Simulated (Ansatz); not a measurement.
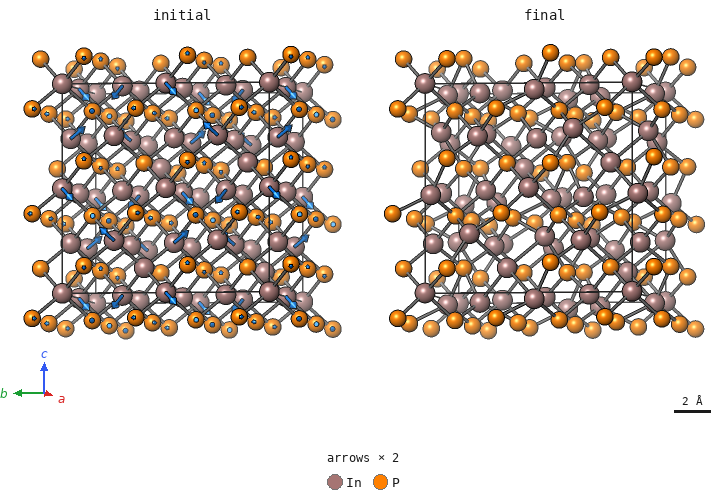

The structure of a defect cell of composition In9P7 (coarse preliminary run) before (left) and after (right) a relaxation, at one scale. The blue arrows give the displacements, 2 times their true length.

The picture is a ball-and-stick view of the conventional cell (4 times the calculation's cell) (origin shifted), seen from a free direction. Lengths and directions refer to the drawn axes.

Case: In on a P site (d), charge +0, atoms relaxed at the host's cell.

Method: Ansatz 0.2.0, DFT PBE, scalar-relativistic, plane waves, PAW. Set-up: plane-wave cutoff 420 eV; k-point mesh 1 × 1 × 1; occupations gaussian; smearing width 0.02 eV; no spin polarisation; atoms relaxed in a fixed cell; force threshold 0.025 eV/Å; at most 45 steps.

### Describe what moved and what it gained.

The largest moves, 0.65 Å, are those of In atoms. By element the largest moves are In 0.65 Å, P 0.15 Å. The lattice vectors keep their values. Near-neighbour distances that change, for instance: In–In 2.581 → 3.232 Å, In–P 2.581 → 2.512 Å, In–P 2.581 → 2.544 Å. Among the angles between lasting bonds that change: In–P–In 109.5° → 76.0°, In–In–P 109.5° → 92.7°, P–In–P 109.5° → 119.8°. After 6 accepted moves (7 points after the start) the energy has fallen by 2.937 eV per cell of the calculation. The largest force component goes from 1.3 to 0.025 eV/Å. 1 step only repeated the SCF at the same geometry.

Limits of the set-up: the k-point mesh is coarse for a cell with partly filled bands; the periodic images lie only 8.4 Å apart, so the values are limited by the cell's size.
